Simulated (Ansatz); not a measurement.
## Mo(100) with 4 layers of random Mo-Pt, 2x2: scattering by chemical disorder

Wanted: resistance against the alloy's length, first Mo(100) with 4 layers of random Mo-Pt, 2x2.

Main program and level: Ansatz 0.2.0; Ansatz plane-wave DFT, PBE, PAW files; ballistic transport by layer matching (Landauer), zero bias; PAW set soft_1.

**1. Set-up**

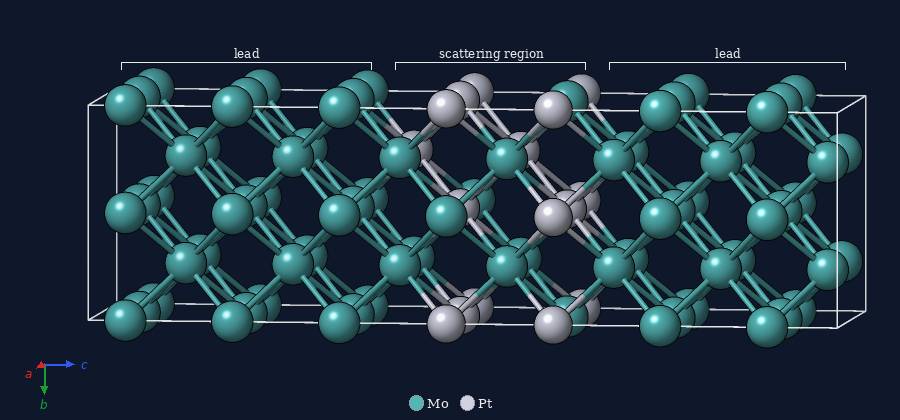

Start, viewed from the side, with the c axis across the page; molybdenum teal, platinum light grey. Some periodic images of atoms are drawn too.

The cell holds 56 atoms: 48 Mo and 8 Pt. Its edges and angles: a = 6.294 Å, b = 6.294 Å, c = 22.029 Å, α = 90.0°, β = 90.0°, γ = 90.0°. It derives from Mo. Regions: lead, 40 atoms (40 Mo); scattering region, 16 atoms (8 Pt and 8 Mo). The structure is stacked along c, and the current runs across the ab planes.

**2. With 4 alloy layers**

In 4 layers a share of 0.5 of the sites is given to Pt at random. The layers about the cell's end stay perfect and serve as the lead. Disorder leaves little or no symmetry, which makes such runs dear. Energies from -0.05 to 0.05 eV in steps of 0.05 eV are too few for the program's thermal sum, so it prints no conductance; for a metal the transmission near the Fermi level serves, at a fraction of the cost.

input.yaml reads:

```yaml
crystal:
  lattice:
    - [6.294, 0.0, 0.0]
    - [0.0, 6.294, 0.0]
    - [0.0, 0.0, 22.029]
  atoms:
    - { symbol: Mo, position: [0.0, 0.0, 0.0357142857] }
    - { symbol: Mo, position: [0.0, 0.5, 0.0357142857] }
    - { symbol: Mo, position: [0.5, 0.0, 0.0357142857] }
    - { symbol: Mo, position: [0.5, 0.5, 0.0357142857] }
    - { symbol: Mo, position: [0.25, 0.25, 0.1071428571] }
    - { symbol: Mo, position: [0.25, 0.75, 0.1071428571] }
    - { symbol: Mo, position: [0.75, 0.25, 0.1071428571] }
    - { symbol: Mo, position: [0.75, 0.75, 0.1071428571] }
    - { symbol: Mo, position: [0.0, 0.0, 0.1785714286] }
    - { symbol: Mo, position: [0.0, 0.5, 0.1785714286] }
    - { symbol: Mo, position: [0.5, 0.0, 0.1785714286] }
    - { symbol: Mo, position: [0.5, 0.5, 0.1785714286] }
    - { symbol: Mo, position: [0.25, 0.25, 0.25] }
    - { symbol: Mo, position: [0.25, 0.75, 0.25] }
    - { symbol: Mo, position: [0.75, 0.25, 0.25] }
    - { symbol: Mo, position: [0.75, 0.75, 0.25] }
    - { symbol: Mo, position: [0.0, 0.0, 0.3214285714] }
    - { symbol: Mo, position: [0.0, 0.5, 0.3214285714] }
    - { symbol: Mo, position: [0.5, 0.0, 0.3214285714] }
    - { symbol: Mo, position: [0.5, 0.5, 0.3214285714] }
    - { symbol: Pt, position: [0.25, 0.25, 0.3928571429] }
    - { symbol: Mo, position: [0.25, 0.75, 0.3928571429] }
    - { symbol: Mo, position: [0.75, 0.25, 0.3928571429] }
    - { symbol: Mo, position: [0.75, 0.75, 0.3928571429] }
    - { symbol: Pt, position: [0.0, 0.0, 0.4642857143] }
    - { symbol: Mo, position: [0.0, 0.5, 0.4642857143] }
    - { symbol: Pt, position: [0.5, 0.0, 0.4642857143] }
    - { symbol: Pt, position: [0.5, 0.5, 0.4642857143] }
    - { symbol: Pt, position: [0.25, 0.25, 0.5357142857] }
    - { symbol: Mo, position: [0.25, 0.75, 0.5357142857] }
    - { symbol: Mo, position: [0.75, 0.25, 0.5357142857] }
    - { symbol: Mo, position: [0.75, 0.75, 0.5357142857] }
    - { symbol: Pt, position: [0.0, 0.0, 0.6071428571] }
    - { symbol: Pt, position: [0.0, 0.5, 0.6071428571] }
    - { symbol: Mo, position: [0.5, 0.0, 0.6071428571] }
    - { symbol: Pt, position: [0.5, 0.5, 0.6071428571] }
    - { symbol: Mo, position: [0.25, 0.25, 0.6785714286] }
    - { symbol: Mo, position: [0.25, 0.75, 0.6785714286] }
    - { symbol: Mo, position: [0.75, 0.25, 0.6785714286] }
    - { symbol: Mo, position: [0.75, 0.75, 0.6785714286] }
    - { symbol: Mo, position: [0.0, 0.0, 0.75] }
    - { symbol: Mo, position: [0.0, 0.5, 0.75] }
    - { symbol: Mo, position: [0.5, 0.0, 0.75] }
    - { symbol: Mo, position: [0.5, 0.5, 0.75] }
    - { symbol: Mo, position: [0.25, 0.25, 0.8214285714] }
    - { symbol: Mo, position: [0.25, 0.75, 0.8214285714] }
    - { symbol: Mo, position: [0.75, 0.25, 0.8214285714] }
    - { symbol: Mo, position: [0.75, 0.75, 0.8214285714] }
    - { symbol: Mo, position: [0.0, 0.0, 0.8928571429] }
    - { symbol: Mo, position: [0.0, 0.5, 0.8928571429] }
    - { symbol: Mo, position: [0.5, 0.0, 0.8928571429] }
    - { symbol: Mo, position: [0.5, 0.5, 0.8928571429] }
    - { symbol: Mo, position: [0.25, 0.25, 0.9642857143] }
    - { symbol: Mo, position: [0.25, 0.75, 0.9642857143] }
    - { symbol: Mo, position: [0.75, 0.25, 0.9642857143] }
    - { symbol: Mo, position: [0.75, 0.75, 0.9642857143] }
kpoints:
  mp_grid: { grid: [4, 4, 1] }
hamiltonian:
  xc: pbe
  pseudopotentials: { kind: paw, azcp: { folder: soft_1 } }
scf:
  occupations: { method: fermi_dirac, width: 0.1 }
output:
  transmission: { leads: [[0, 4]], kmesh: [8, 8], e_range: [-0.05, 0.05], de: 0.05 }
  write_potential: true
  write_density: true
  volumetric_format: npy
```

Started as:

```
> ansatz run input.yaml --threads 8 --pin off --max-ram 15360MiB --backend cpu --events-out ev --progress --plain --runs-dir out
```

Numbers of over 12 decimals in the logs are rounded to 6 here.

Output:

```text
Engine: ansatz 0.2.0, x86_64-unknown-linux-gnu
Pseudopotentials: kind: paw
Pseudopotential: Mo, paw, valence charge 14, recommended cutoff 420 eV (normal), soft_1/Mo.paw.azcp
Pseudopotential: Pt, paw, valence charge 18, recommended cutoff 420 eV (normal), soft_1/Pt.paw.azcp
Functional definition: PBE
  parameter kappa = 0.804
  parameter beta = 0.066725
  exchange = pbe_x(kappa = kappa, mu = beta*pi^2/3)
  correlation = pbe_c(beta = beta)
Crystal: 56 atoms, lattice volume = 872.666 Å³
Basis set: ecut = 420 eV, 17109 PW (Γ)
Bands: 490, of which v1, the nominal top of the filled ones, is band 408 counted from 1 (407 counted from 0)
Symmetry: 2 space group operations
Space group: Cm (ITA 8), of the structure as read, at distance tolerance 9.6e-5 Å
k-points: 7 of 16 (time reversal used)
Non-local potential: Mo, projectors of the file, l = 0: 3, l = 1: 2, l = 2: 2, l = 3: 1
Non-local potential: Pt, projectors of the file, l = 0: 3, l = 1: 2, l = 2: 2, l = 3: 1
PAW form: soft (Blöchl's): semilocal exchange-correlation on the pseudo side does not see the compensation charge
PAW one-centre angular grid: Mo, 590 points (default); XC on 64 Gauss nodes
PAW one-centre angular grid: Pt, 590 points (default); XC on 64 Gauss nodes
Initial density: superposition of atomic densities (chi_scale 0.1, normalization cell, long waves of neutral atoms (reshape's long-wave potential 2.44 eV rms, cloud 2.90 Å wide))
Initial wavefunctions: pseudopotential atomic-orbital guess
Functional: x = pbe(κ = 0.804, μ = 0.219515), c = pbe(β = 0.066725)
SCF iter   1: F=—  HF=-338138.741120 eV  |F-HF|=—  |Δ(HF+E_count)|=         —  Δρ=1.43e-1  dr2=1.93e3  ethr=3.10e-3  ⟨swp⟩=5.1  Hψ=10393  notcnv=0
preconditioner: auto → Kerker (q_TF=auto, 2.698 Å⁻¹)  [metal: Δε(μ)=0.018 eV  Ē_g=4.729 eV  σ=0.100 eV  W_gap=0.05  n_scr=294 (ndim 8)  ℏωp=24.1 eV  f_vac=0.000  D(μ)=48.87/eV (n_scr^D=474)]
SCF iter   2: F=—  HF=-338101.234463 eV  |F-HF|=—  |Δ(HF+E_count)|=    3.75e1  Δρ=7.30e-2  dr2=6.17e2  ethr=3.10e-3  ⟨swp⟩=2.6  Hψ=6993  notcnv=0
SCF iter   3: F=—  HF=-338087.820682 eV  |F-HF|=—  |Δ(HF+E_count)|=    1.34e1  Δρ=1.65e-2  dr2=1.70e1  ethr=3.10e-3  ⟨swp⟩=4.0  Hψ=10181  notcnv=0
SCF iter   4: F=—  HF=-338087.016559 eV  |F-HF|=—  |Δ(HF+E_count)|=   8.04e-1  Δρ=3.93e-3  dr2=3.55e0  ethr=2.08e-3  ⟨swp⟩=2.0  Hψ=3903  notcnv=0
SCF iter   5: F=—  HF=-338086.922692 eV  |F-HF|=—  |Δ(HF+E_count)|=   9.39e-2  Δρ=1.74e-3  dr2=2.62e-1  ethr=4.35e-4  ⟨swp⟩=1.6  Hψ=3810  notcnv=0
SCF iter   6: F=—  HF=-338086.913779 eV  |F-HF|=—  |Δ(HF+E_count)|=   8.91e-3  Δρ=5.92e-4  dr2=8.94e-3  ethr=3.21e-5  ⟨swp⟩=1.1  Hψ=3505  notcnv=0
SCF iter   7: F=—  HF=-338086.913172 eV  |F-HF|=—  |Δ(HF+E_count)|=   6.07e-4  Δρ=1.26e-4  dr2=3.50e-4  ethr=1.10e-6  ⟨swp⟩=2.0  Hψ=4737  notcnv=0
SCF iter   8: F=—  HF=-338086.913094 eV  |F-HF|=—  |Δ(HF+E_count)|=   7.75e-5  Δρ=2.42e-5  dr2=8.51e-6  ethr=4.29e-8  ⟨swp⟩=2.0  Hψ=4795  notcnv=0
SCF iter   9: F=—  HF=-338086.912169 eV  |F-HF|=—  |Δ(HF+E_count)|=   9.25e-4  Δρ=6.34e-6  dr2=7.26e-7  ethr=1.04e-9  ⟨swp⟩=2.0  Hψ=6415  notcnv=0
SCF iter  10: F=-338086.912169 eV  HF=-338086.912169 eV  |F-HF|=3.11e-8  |Δ(HF+E_count)|=   9.11e-8  Δρ=1.26e-6  dr2=3.81e-8  ethr=1.23e-11  ⟨swp⟩=6.9  Hψ=9619  notcnv=0
SCF 1 converged in 10 iterations: F = -338086.912169 eV  dr2 = 3.81e-8
  greatest PAW one-centre occupation: 1.000 electrons in one spin orbital (limit 2), on the Pt atom at site 33 (counted from 0), in its partial waves of l = 0
transmission: 90 of 882 steps passed
transmission: 180 of 882 steps passed
[...]
transmission: 882 of 882 steps passed
SCF converged after 10 iterations
Free energy (F): -338086.912169 eV
Harris-Foulkes:  -338086.912169 eV  (|F-HF|=3.11e-8)
Internal energy: -338085.240623 eV  (E = F + TS)
E sigma→0 (E₀):  -338086.076396 eV
Entropy (-TS):   -1.671546 eV (-29.849 meV/atom)
Fermi energy:    21.403048 eV
--- Per-component energies (eV) ---
  E_band       = -3794.342413
  E_kinetic    = 25051.298938
  E_local      = -53776.375646  (includes V_loc(G=0)·N_el)
  E_nonlocal   = 8741.937225
  E_hartree    = 19568.000805
  E_xc         = -10328.109793
  E_vxc        = -12731.368321  (∫ρ·V_xc dr)
  E_paw        = -230040.888243  (= ΣΔE_a)
  E_vpaw       = -10215.858278  (= ΣTr[D̂ρ^β])
  E_aug_tail   = 0.011253  (compensation charges beyond the density's cutoff)
  E_ewald      = -97301.115163
  E_smearing   = -1.671546  (= −TS)
  E_closure    = -0.000000  (closes the sum)
  Σ components = -338086.912169   (vs F -338086.912169, Δ=0.00e0)
--- Band table (eV; the first three rows and the last of 7) ---
  k-point 0: bands = [... 404 lower, 21.4142, 21.4670, 21.5140, 21.5203, 21.5372, 21.6007, 21.6172, 21.6613, ... 78 higher]
  k-point 1: bands = [... 404 lower, 21.3044, 21.3221, 21.3365, 21.3817, 21.3944, 21.4031, 21.4574, 21.4785, ... 78 higher]
  k-point 2: bands = [... 404 lower, 21.1421, 21.2252, 21.2580, 21.3187, 21.4598, 21.5055, 21.5196, 21.5648, ... 78 higher]
  k-point 6: bands = [... 404 lower, 21.3040, 21.3366, 21.4015, 21.4325, 21.4808, 21.5083, 21.5417, 21.5759, ... 78 higher]
--- Transmission ---
  basis      : 349 plane waves across, 42 finite elements along
  points     : 21, standing for a mesh of 8 x 8
  energies   : 3 from -0.050000 to 0.050000 eV about the Fermi level, 0.050000 eV apart; the leads are filled to 0.000000 eV, and channels, transmission and decay are at 0.000000 eV
  crystal 0  : Mo4, at the sites [0, 4], period 1.5735 Å, over 15.73 Å; its Hamiltonian steps by up to 29.2 meV: too much for a lead, lay more layers or, if its atoms are ordered, name the step of that order
    offset         : up to 0.0000 Å between an atom of the period and one for which it stands
    channels       : 6.593750e0 a spin
    conductance    : none, the energies end too early or step too widely for 300 K: set another output.transmission.e_range or a lower de, or, where they end at an eighth of basis.ecutwfc, a higher one
    slowest decay  : 0.0480 /Å at (0.5000, 0.3750)
  junction   : crystal 0 to crystal 0, 0.70 to 21.15 Å
    transmission   : 2.831954e0 a spin
    conductance    : none, the energies end too early or step too widely for 300 K: set another output.transmission.e_range or a lower de, or, where they end at an eighth of basis.ecutwfc, a higher one
```

The job ended after 2.6 min (8 threads of Intel Xeon 6975P-C (Granite Rapids), shared host; peak memory 8.5 GiB).

This step gave:

* free energy: -338086.9122 eV
* energy at zero smearing: -338086.0764 eV
* Fermi energy: 21.40 eV
* cell area: 39.61 Å²
* transmission per spin nearest the Fermi level: 2.832
* open channels per spin nearest the Fermi level: 6.594
* step of the lead's potential: 29.2 meV

Per spin. The transmission, zone mean by energy, zero at the Fermi level:

```
energy (eV)  transmission, zone mean
    -0.0500                     2.88
     0.0000                     2.83
     0.0500                     2.88
```

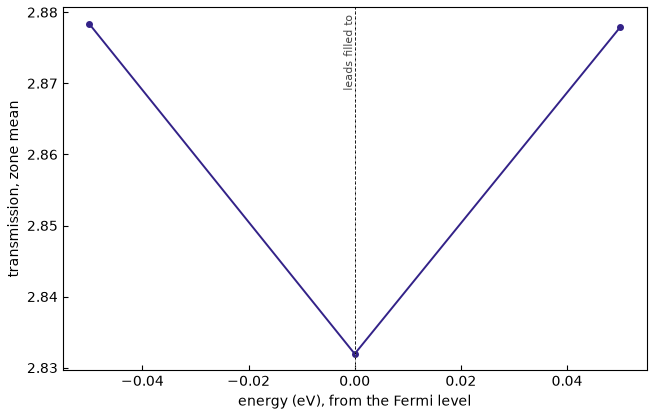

Transmission, zone mean, plotted against energy.

Per spin. The open channels, zone mean, lead by energy, zero at the Fermi level:

```
energy (eV)  open channels, zone mean, lead
    -0.0500                            6.59
     0.0000                            6.59
     0.0500                            6.84
```

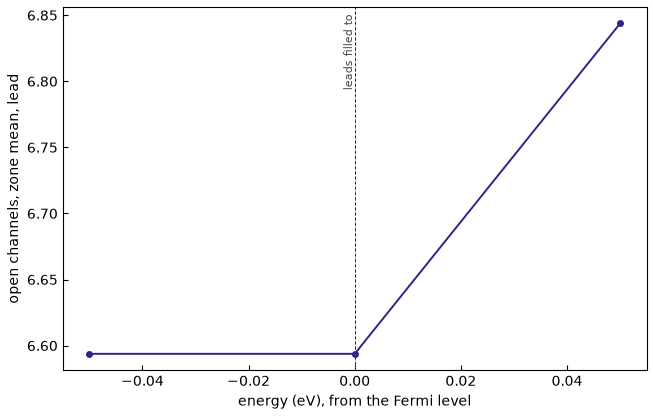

Open channels, zone mean, lead, plotted against energy.

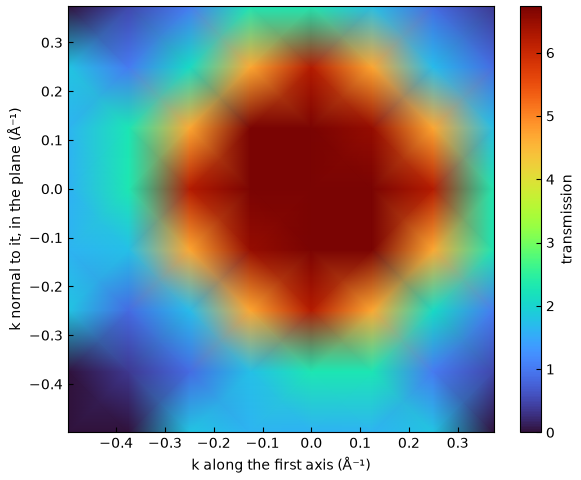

Transmission over k1 and k2. At 0.0000 eV from the Fermi level.

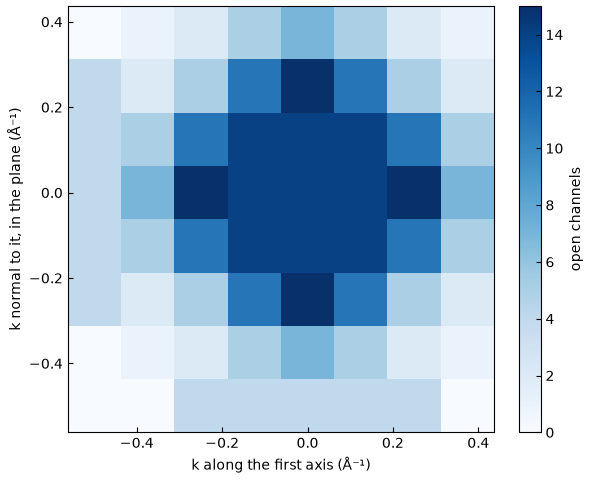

Open channels over k1 and k2. At 0.0000 eV from the Fermi level.

Over the solved energies the transmission per spin lies between 2.83 and 2.88, out of 6.68 channels of the lead on average (up to 6.84). The log calls the step of a lead's potential too much.

(Part 1 of 2 ends here.)

[Logs are printed without paths, hosts, clocks, repeated set-up lines and the standing remarks that a program may print on its own settings, such as how far it seeks lower states.]

[Hosts, paths, dates, database ids (printed as entryN), source tags and the programs' standing remarks are cut or masked in the printed files.]
